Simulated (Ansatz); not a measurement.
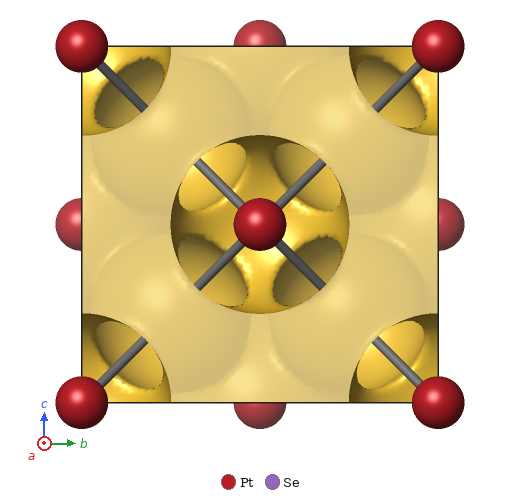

The yellow surface encloses the points that the centre of a probe sphere of radius 0.20 Å can occupy in PtSe$_{2}$ in space group Fm-3m, computed on a grid of about 0.13 Å (1×1×1 cells shown, view along the a axis; pale faces close the region where the box cuts it).

The atoms' radii are covalent radii (Cordero): Pt 1.36 Å, Se 1.20 Å.

Source of the atomic positions: coordinates from a relaxation with Ansatz, DFT, PBEsol, plane waves, PAW.

```
Pt Se
1.0
     6.20000    0.00000    0.00000
     0.00000    6.20000    0.00000
     0.00000    0.00000    6.20000
Pt Se
4 8
Direct
  0.00000 0.00000 0.00000
  0.00000 0.50000 0.50000
  0.50000 0.00000 0.50000
  0.50000 0.50000 0.00000
  0.25000 0.25000 0.75000
  0.25000 0.75000 0.75000
  0.25000 0.75000 0.25000
  0.25000 0.25000 0.25000
  0.75000 0.25000 0.25000
  0.75000 0.75000 0.25000
  0.75000 0.75000 0.75000
  0.75000 0.25000 0.75000
```

### Describe the connectivity of the accessible space.

Where they connect, they form a three-dimensional network.

### What share of the cell can the probe's centre reach?

About 37 % of the volume (88 Å³ of 238.3 Å³).

### Give the largest included and the largest free sphere.

The largest sphere that fits anywhere has a diameter of 2.97 Å; the largest that can travel through the crystal, about 0.8 Å.

### How does the connectivity change as the probe shrinks?

Below a radius of about 0.41 Å the space forms a three-dimensional network. These are grid estimates, good to about 0.05 Å.
